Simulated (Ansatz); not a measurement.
```
Ti Si
1.0
    -5.43383    5.43383   -5.43383
     5.43383   -5.43383   -5.43383
    -5.43383   -5.43383    5.43383
Ti Si
1 31
Direct
  0.00039 0.49983 0.74989
  0.74802 0.49978 0.00167
  0.50035 0.49988 0.25000
  0.25197 0.24748 0.74986
  0.25187 0.49978 0.49772
  0.00025 0.24760 0.00156
  0.74848 0.24790 0.24591
  0.50035 0.99967 0.74981
  0.49636 0.24802 0.49814
  0.25248 0.00378 0.00211
  0.00030 0.99975 0.24987
  0.74810 0.75121 0.74984
  0.74863 0.99598 0.49827
  0.50403 0.75186 0.00202
  0.25238 0.75178 0.25362
  0.00027 0.75145 0.49775
  0.26284 0.76251 0.01247
  0.00031 0.75117 0.24890
  0.74891 0.74741 0.49857
  0.49915 0.49972 0.00133
  0.49928 0.75108 0.74988
  0.25168 0.49969 0.24885
  0.00007 0.49964 0.48715
  0.74880 0.24831 0.99742
  0.73771 0.49952 0.74995
  0.50133 0.25232 0.25095
  0.24784 0.24838 0.49846
  0.00016 0.99868 0.00120
  0.00037 0.23725 0.74994
  0.75269 0.00067 0.25090
  0.50120 0.00069 0.50219
  0.25179 0.99867 0.74988
```

Spin-polarised.

The calculation used DFT PBEsol, scalar-relativistic, plane waves, PAW (Ansatz).

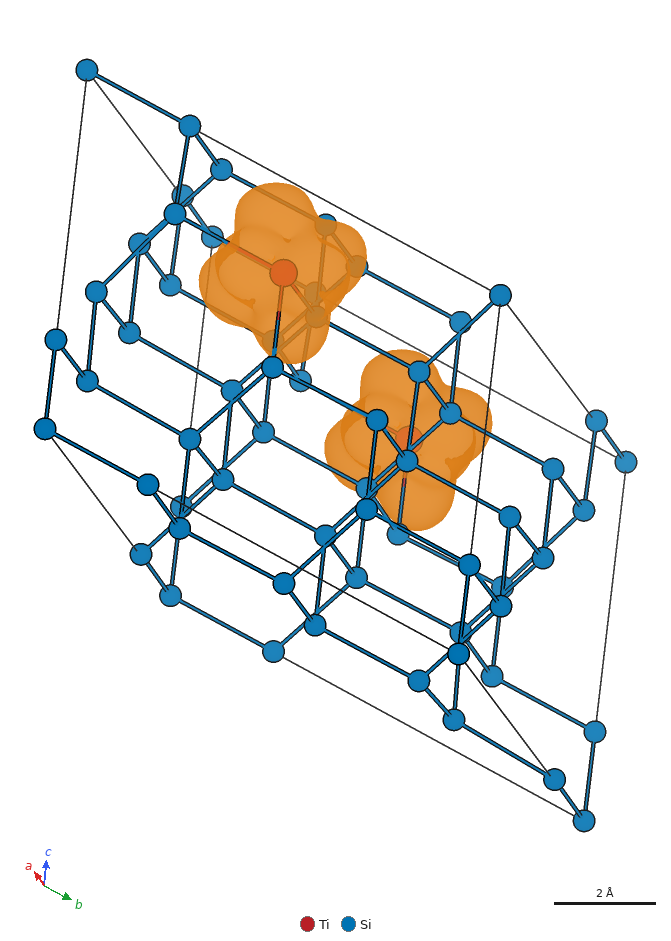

TiSi$_{31}$ (cell charge −1, with a compensating background) (cell with a defect). Isosurface of the spin density (up minus down) at +0.008 e/Å³ (orange), seen at an oblique angle. Sticks mark near contacts.

The density is the valence pseudo-density of a PAW calculation; it isn't the true density close to the nuclei.

Q: Where is the spin, and how is it ordered?

A: The spin density sits on Ti: +0.4 μB in one cell of 32 atoms: with much of the spin spread outside that site. The cell of the calculation (32 atoms) carries 0.9 μB of net spin moment.
